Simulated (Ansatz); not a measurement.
**Single-point calculation of Ti**

System: Ti (slab, 6 atoms in the cell).
Method: DFT PBE, scalar-relativistic, plane waves, PAW, no spin polarisation (Ansatz 0.2.0).

The structure derives from an entry of the Crystallography Open Database. It belongs to a series of runs on one base structure; here: (0 0 1) slab cut from the bulk. Figures and captions count atoms from 1; the log counts them from 0 in places.

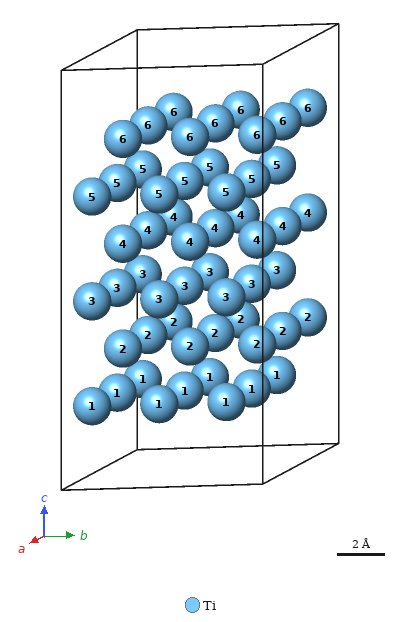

**Figure 1.** The input geometry (spheres-only view of the 3 × 3 repeat of the cell, with the vacuum cut short, seen slightly off an axis; atoms are numbered from 1 in the order of the input). An atom can appear more than once, as a periodic image.

Input
```yaml
crystal:
  lattice:
    - [2.9384580613, 0.0, 0.0]
    - [-1.4692290307, 2.544779329, 0.0]
    - [0.0, 0.0, 26.6265850347]
  atoms:
    - { symbol: Ti, position: [0.6666666667, 0.3333333333, 0.2816733723] }
    - { symbol: Ti, position: [0.3333333333, 0.6666666667, 0.3690040234] }
    - { symbol: Ti, position: [0.6666666667, 0.3333333333, 0.4563346745] }
    - { symbol: Ti, position: [0.3333333333, 0.6666666667, 0.5436653255] }
    - { symbol: Ti, position: [0.6666666667, 0.3333333333, 0.6309959766] }
    - { symbol: Ti, position: [0.3333333333, 0.6666666667, 0.7183266277] }
basis:
  ecutwfc: 420
kpoints:
  mp_grid: { grid: [12, 12, 1] }
hamiltonian:
  xc: pbe
scf:
  occupations: { method: gaussian, width: 0.1 }
output:
  forces: true
  stress: true
  eigenvalues: true
  write_density: true
  write_potential: true
  elf: true
  volumetric_format: npy
efield:
  axis: 3
  dipole_correction: true
  ramp_width: 0.04
```

Machine: 1 thread of Arm Neoverse V1, 24 GiB of memory available, shared host.

Command:
```bash
ansatz run input.yaml --threads 1 --pin off --max-ram 2560MiB --backend cpu --events-out ev --progress --plain --runs-dir out
```

Log
```
Engine: ansatz 0.2.0, aarch64-unknown-linux-gnu
Pseudopotentials: kind: paw
Pseudopotential: Ti, paw, valence charge 12, recommended cutoff 420 eV (normal), Ti.paw.azcp
Functional definition: PBE
  parameter kappa = 0.804
  parameter beta = 0.06672455060314922
  exchange = pbe_x(kappa = kappa, mu = beta*pi^2/3)
  correlation = pbe_c(beta = beta)
Crystal: 6 atoms, lattice volume = 199.106 Å³
Basis set: ecut = 420 eV, 3833 PW (Γ), exchange–correlation on 40×40×360 points (8 copies of the dense FFT grid, shifted against one another)
Bands: 44, of which v1, the nominal top of the filled ones, is band 36 counted from 1 (35 counted from 0)
Symmetry: 6 space group operations
k-points: 19 of 144 (time reversal used)
Non-local potential: Ti, projectors of the file, l = 0: 3, l = 1: 2, l = 2: 3, l = 3: 1
PAW form: soft (Blöchl's): semilocal exchange-correlation on the pseudo side does not see the compensation charge
PAW one-centre angular grid: Ti, 590 points (default); XC on 64 Gauss nodes
Initial density: superposition of atomic densities (neutral atoms: chi_scale 0, normalization atom), corrected by the library's trained network
Initial wavefunctions: pseudopotential atomic-orbital guess
Functional: x = pbe(κ = 0.804, μ = 0.2195149727645171), c = pbe(β = 0.06672455060314922)
SCF iter   1: F=—  HF=-14996.107713 eV  |F-HF|=—  |Δ(HF+E_count)|=         —  Δρ=1.05e-2  dr2=3.65e0  ethr=1.77e-3  p=0.000 e·Å  D=6.49e-14 V/Å  ΔV_dip=-0.00 eV  dr2_dipole=8.61e-8  V_vac-E_F(+/−)=4.15/4.14 eV  ⟨swp⟩=8.9  Hψ=3868  notcnv=0
efield: sawtooth ramp at fractional position 0.9800 (placed from the atoms, in the widest stretch of the axis that holds none; the zero of the levels goes with the place), width 0.0400; the density the first Hamiltonian is built on has a dipole p = 0.000 e·Å; the dipole correction subtracts the counter field D = 6.49e-14 V/Å, which shifts the + side's vacuum level by -0.00 eV against the − side's; the planar-averaged density in the ramp window peaks in size at 1.4e-4 e/Å³
preconditioner: auto → LDOS  [metal: Δε(μ)=0.017 eV  Ē_g=2.226 eV  σ=0.100 eV  W_gap=0.10  n_scr=18 (ndim 8)  ℏωp=12.9 eV  f_vac=0.418  D(μ)=12.14/eV (n_scr^D=142)  β→1.0]
SCF iter   2: F=—  HF=-14996.071509 eV  |F-HF|=—  |Δ(HF+E_count)|=   3.62e-2  Δρ=2.52e-3  dr2=1.68e-2  ethr=1.77e-3  p=0.000 e·Å  D=1.55e-5 V/Å  ΔV_dip=-0.00 eV  dr2_dipole=3.73e-7  V_vac-E_F(+/−)=4.38/4.38 eV  ⟨swp⟩=1.1  Hψ=993  notcnv=0  defer=2
SCF iter   3: F=—  HF=-14996.071530 eV  |F-HF|=—  |Δ(HF+E_count)|=   2.04e-5  Δρ=1.27e-3  dr2=9.50e-3  ethr=2.33e-5  p=0.000 e·Å  D=7.95e-6 V/Å  ΔV_dip=-0.00 eV  dr2_dipole=5.47e-8  V_vac-E_F(+/−)=4.41/4.41 eV  ⟨swp⟩=3.3  Hψ=1713  notcnv=0  defer=4
SCF iter   4: F=—  HF=-14996.071048 eV  |F-HF|=—  |Δ(HF+E_count)|=   4.82e-4  Δρ=3.80e-4  dr2=4.82e-4  ethr=1.32e-5  p=0.000 e·Å  D=8.42e-6 V/Å  ΔV_dip=-0.00 eV  dr2_dipole=1.35e-9  V_vac-E_F(+/−)=4.43/4.43 eV  ⟨swp⟩=2.4  Hψ=1095  notcnv=0  defer=4
SCF iter   5: F=—  HF=-14996.071070 eV  |F-HF|=—  |Δ(HF+E_count)|=   2.20e-5  Δρ=1.73e-4  dr2=9.31e-5  ethr=6.70e-7  p=0.000 e·Å  D=5.71e-6 V/Å  ΔV_dip=-0.00 eV  dr2_dipole=9.92e-10  V_vac-E_F(+/−)=4.44/4.44 eV  ⟨swp⟩=3.1  Hψ=1484  notcnv=0  defer=4
SCF iter   6: F=—  HF=-14996.071060 eV  |F-HF|=—  |Δ(HF+E_count)|=   1.06e-5  Δρ=7.76e-5  dr2=2.51e-5  ethr=1.29e-7  p=0.000 e·Å  D=2.64e-6 V/Å  ΔV_dip=-0.00 eV  dr2_dipole=1.11e-11  V_vac-E_F(+/−)=4.45/4.45 eV  ⟨swp⟩=2.3  Hψ=1063  notcnv=0  defer=3
SCF iter   7: F=—  HF=-14996.071065 eV  |F-HF|=—  |Δ(HF+E_count)|=   5.40e-6  Δρ=2.35e-5  dr2=1.86e-6  ethr=3.49e-8  p=0.000 e·Å  D=8.90e-7 V/Å  ΔV_dip=-0.00 eV  dr2_dipole=1.40e-10  V_vac-E_F(+/−)=4.46/4.46 eV  ⟨swp⟩=1.8  Hψ=909  notcnv=0  defer=3
SCF iter   8: F=—  HF=-14996.071066 eV  |F-HF|=—  |Δ(HF+E_count)|=   6.21e-7  Δρ=6.81e-6  dr2=1.61e-7  ethr=2.58e-9  p=0.000 e·Å  D=2.25e-7 V/Å  ΔV_dip=-0.00 eV  dr2_dipole=9.06e-13  V_vac-E_F(+/−)=4.46/4.46 eV  ⟨swp⟩=2.8  Hψ=1564  notcnv=0  defer=3
SCF iter   9: F=-14996.071066 eV  HF=-14996.071066 eV  |F-HF|=6.21e-9  |Δ(HF+E_count)|=   1.01e-7  Δρ=2.15e-6  dr2=6.92e-9  ethr=1.39e-10  p=0.000 e·Å  D=3.80e-8 V/Å  ΔV_dip=-0.00 eV  dr2_dipole=7.34e-12  V_vac-E_F(+/−)=4.46/4.46 eV  ⟨swp⟩=16.2  Hψ=5944  notcnv=0
SCF 1 converged in 9 iterations: F = -14996.071066 eV  dr2 = 6.92e-9
  greatest PAW one-centre occupation: 0.999 electrons in one spin orbital (limit 2), on the Ti atom at site 3 (counted from 0), in its partial waves of l = 0
```

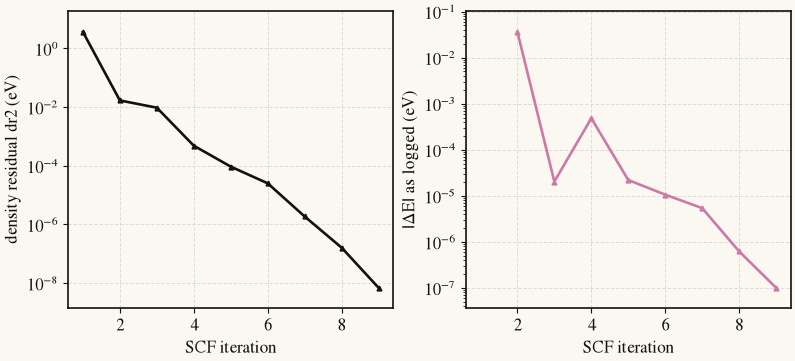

**Figure 2.** Convergence of the self-consistent field: density residual dr2 and size of the energy change against the SCF iteration. The residual falls at every step.

```
WARN: The output density's exchange-correlation potential varies sharply where the density is thin. Do not read a vacuum level from v_tot or v_xc, or from such a field of the output density. On a cell that repeats whose density bears no net charge and no dipole along the vacuum's axis use v_es (v_loc + v_h of the components); under efield.dipole_correction with no amplitude use v_es + v_field, which holds any external_charges[].barrier, or the levels of the report's work_function block, which leave it out; under a non-zero efield.amplitude the vacuum is tilted and has no level; on a cell that repeats and bears such a dipole with no correction it is tilted too, and efield.dipole_correction with no amplitude gives each side of its ramp a level where efield: is served; in a cell that repeats whose density bears a net charge (total_charge, or a fill off its count) it is curved and has none; of a slab under crystal.periodic whose density bears no net charge use v_es, which has a level on each side, short of where the two are joined; of another it falls or rises all the way out and has none; of a slab beside external_charges read slab_vacuum_level instead, which it has where they leave it neutral. The grid or the basis barely resolves most such structure, and the values can differ between equally converged runs; as a rule a tighter scf.convergence.dr2_threshold does not remove it. Where the density itself ripples (under the LDA too) a higher basis.ecutwfc lessens it. The files hold the spikes' plane waves up to the density's cutoff. Files: v_tot_of_output_density and the like, and their columns of v_z.tsv (output.write_potential); v_xc_of_output_density and the like, and their columns of v_comp_z.tsv (output.write_potential_components). Measured: with its Gaussian average of σ = 0.25 Å subtracted twice, the exchange-correlation potential is over 0.1 eV at 1890 of the grid points where the equally averaged density (valence and model cores) is under 1e-3 e/Å³, and 0.575 eV at the most among them, at an averaged density of 1.5e-7 e/Å³. The input density's (outcome.potential() and, of a run that writes arrays, v_tot and v_xc) is over 0.1 eV, so measured, at 3 points of its own thin density, 0.100 eV at the most. See output.write_potential in the manual, Limitations
SCF converged after 9 iterations
Free energy (F): -14996.071066 eV
Harris-Foulkes:  -14996.071066 eV  (|F-HF|=6.21e-9)
Internal energy: -14996.015889 eV  (E = F + TS)
E sigma→0 (E₀):  -14996.043477 eV
Entropy (-TS):   -0.055177 eV (-9.196 meV/atom)
Fermi energy:    5.017398 eV
Dipole field:    D = 0.000004 V/Å  (p = 0.000004 e·Å, saw-weighted, corrected)
Work function:   Φ+ = 4.4589 eV   Φ− = 4.4590 eV
Levels:          The Fermi level and band energies are counted from a zero that moves with the ramp; work functions are not
--- Per-component energies (eV) ---
  E_band       = -1546.242831
  E_kinetic    = 1630.113539
  E_local      = -69289.959429  (includes V_loc(G=0)·N_el)
  E_nonlocal   = 50.280991
  E_hartree    = 33908.378937
  E_xc         = -581.849231
  E_vxc        = -727.608445  (∫ρ·V_xc dr)
  E_paw        = -6285.812177  (= ΣΔE_a)
  E_vpaw       = -1025.824962  (= ΣTr[D̂ρ^β])
  E_aug_tail   = 0.000697  (compensation charges beyond the density's cutoff)
  E_efield     = 0.000000  (sawtooth field / dipole correction)
  E_vefield    = 0.000000  (∫n·V_field dr)
  E_ewald      = 25572.830784
  E_smearing   = -0.055177  (= −TS)
  E_closure    = -0.000000  (closes the sum)
  Σ components = -14996.071066   (vs F -14996.071066, Δ=0.00e0)
--- Forces (eV/Å), atoms counted from 1 ---
  atom   1  Ti     0.00000000    -0.00000000     0.52896812
  atom   2  Ti     0.00000000     0.00000000    -0.61025175
  atom   3  Ti     0.00000000    -0.00000000     0.06562778
  atom   4  Ti     0.00000000     0.00000000    -0.06562815
  atom   5  Ti     0.00000000    -0.00000000     0.61025151
  atom   6  Ti     0.00000000     0.00000000    -0.52896813
  max |Σ_I F_I| component: 6.22e-7 eV/Å
--- Stress (GPa, compression-positive) ---
       -1.283150      -0.000000      -0.000000
       -0.000000      -1.283150       0.000000
       -0.000000       0.000000      -1.646010
  P = ⅓ Tr σ = -1.4041 GPa (-14.041 kbar)
--- Band table (eV; the first three rows and the last of 19) ---
  k-point 0: bands = ["-51.9096", "-51.9096", "-51.7774", "-51.7277", "-51.6787", "-51.6593", "-28.3948", "-28.3533", "-28.2450", "-28.0439", "-27.8715", "-27.8715", "-27.8714", "-27.8714", "-27.8388", "-27.7442", "-27.7442", "-27.7250", "-27.7098", "-27.7098", "-27.6757", "-27.6757", "-27.6594", "-27.6594", "-0.9716", "-0.4216", "0.3347", "1.1909", "1.9122", "2.2690", "4.8908", "4.9113", "5.2151", "5.3108", "5.5883", "5.6596", "5.6726", "5.6726", "5.6845", "5.6845", "5.7828", "5.7828", "5.8129", "5.8129"]
  k-point 1: bands = ["-51.9046", "-51.9045", "-51.7711", "-51.7226", "-51.6747", "-51.6562", "-28.3822", "-28.3450", "-28.2411", "-28.0490", "-27.9101", "-27.9016", "-27.8791", "-27.8791", "-27.8421", "-27.7734", "-27.7539", "-27.7359", "-27.7316", "-27.7176", "-27.6948", "-27.6875", "-27.6817", "-27.6640", "-0.7800", "-0.2365", "0.5123", "1.3641", "2.0828", "2.4293", "4.8228", "4.8486", "5.1018", "5.1520", "5.3586", "5.4834", "5.5083", "5.5931", "5.6216", "5.7764", "5.7882", "5.7943", "5.9063", "5.9271"]
  k-point 2: bands = ["-51.8907", "-51.8907", "-51.7536", "-51.7087", "-51.6640", "-51.6480", "-28.3476", "-28.3228", "-28.2322", "-28.0740", "-27.9997", "-27.9783", "-27.9000", "-27.8999", "-27.8850", "-27.8483", "-27.7915", "-27.7830", "-27.7794", "-27.7459", "-27.7387", "-27.7234", "-27.6983", "-27.6772", "-0.2317", "0.2881", "1.0066", "1.8349", "2.5412", "2.8506", "4.4654", "4.5632", "4.7916", "4.8660", "5.0192", "5.1598", "5.1982", "5.3708", "5.5935", "5.6786", "5.9374", "5.9602", "6.0285", "6.0526"]
  k-point 18: bands = ["-51.8240", "-51.8240", "-51.6488", "-51.6488", "-51.6170", "-51.6170", "-28.2406", "-28.2406", "-28.2281", "-28.2281", "-28.2044", "-28.2032", "-28.1397", "-28.1397", "-28.1086", "-28.0372", "-28.0136", "-28.0136", "-27.9666", "-27.9238", "-27.8740", "-27.8740", "-27.7999", "-27.7999", "3.4091", "3.6006", "3.6874", "3.6874", "3.7398", "3.7471", "3.7893", "3.8382", "3.8382", "4.3115", "4.3115", "4.8621", "4.8621", "5.0950", "5.0950", "5.1116", "5.1130", "5.2978", "5.2978", "6.5109"]
```

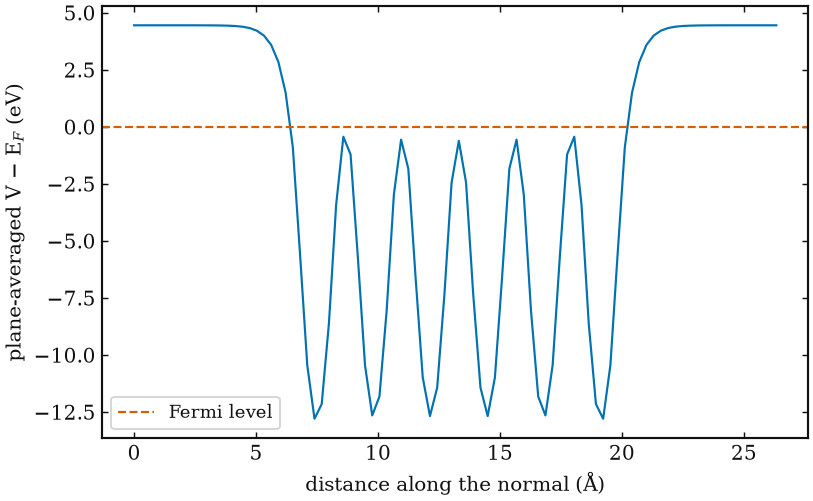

**Figure 3.** Plane average of the electrostatic potential energy of an electron across the cell, from the Fermi level. The vacuum level lies 4.46 eV above the Fermi level.

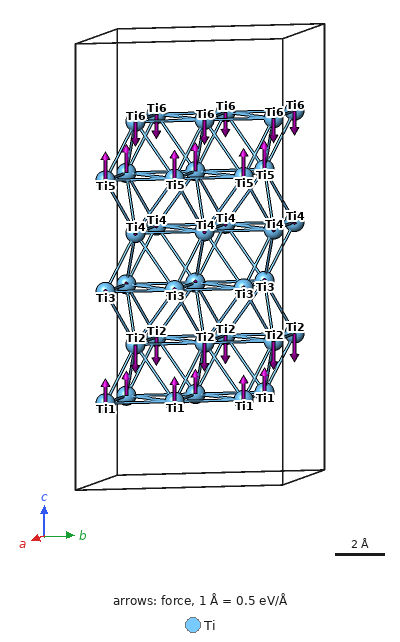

**Figure 4.** Forces on the atoms as pink arrows (ball-and-stick view of the 2 × 3 repeat of the cell, with the vacuum cut short, seen slightly off an axis; atoms are numbered from 1 in the order of the input). The largest act on Ti2, Ti5 (0.61 eV/Å); Ti1, Ti6 (0.53 eV/Å). The geometry is not a stationary point of this energy.

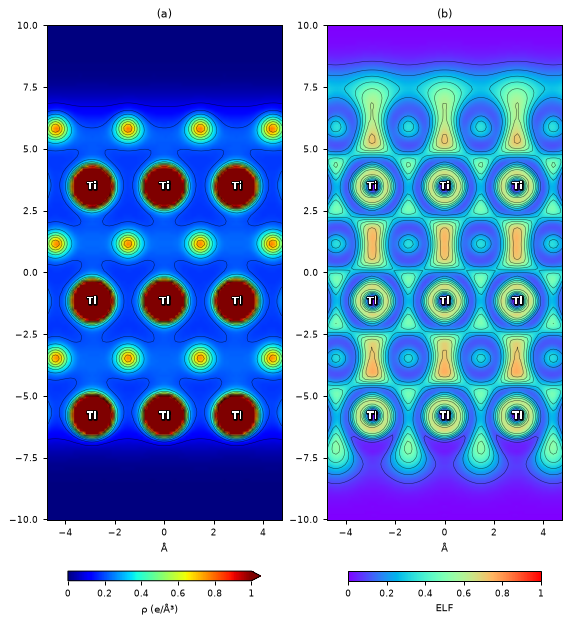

**Figure 5.** (a) valence charge density (pseudo); (b) ELF on the (010) plane of the calculation cell, a cut from vacuum to vacuum. Atoms in the plane: Ti. Ti–Ti (2.94 Å): ρ at the midpoint is about 0.19 e/Å³; the ELF is about 0.25 at the midpoint; no shared electron pair. The density dies away to nearly zero in the vacuum. The strong features right at Ti lie inside the PAW spheres (semicore, d or f shells) and say nothing about bonding. The fields are those of the smooth PAW valence density.

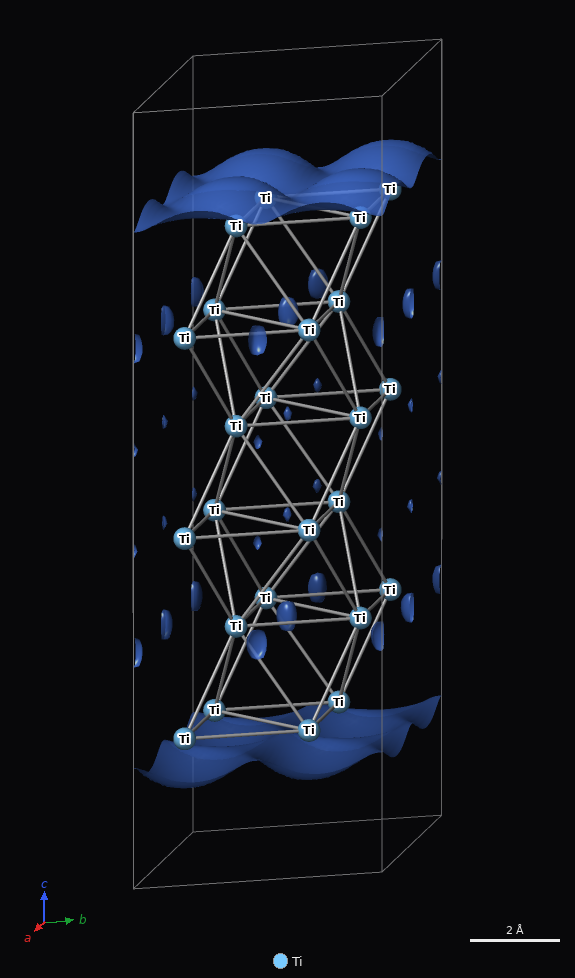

**Figure 6.** Isosurface of the valence pseudo-density at 0.15 e/Å³ (blue), seen slightly off an axis. Sticks mark near contacts. At this value the density is joined into sheets; it holds about 100 % of the electrons treated as valence (semicore included). On the grid the lowest density along these lines, outside the cores, is 0.19 e/Å³ (Ti–Ti, 2.88 Å) and 0.19 e/Å³ (Ti–Ti, 2.94 Å).

Results in brief

```csv
quantity,value
outcome,converged
electrons treated,72
free energy,−14996.0711 eV
"work function, top face",4.46 eV
"work function, bottom face",4.46 eV
Fermi energy,5.017 eV
gap on the k-point mesh,none (metallic)
work function (upper face),4.46 eV
largest force (length of the vector),0.610 eV/Å
wall time,23 s
peak memory,0.42 GiB
```

Remarks

The program warns: the exchange-correlation potential is rough where the density is thin.
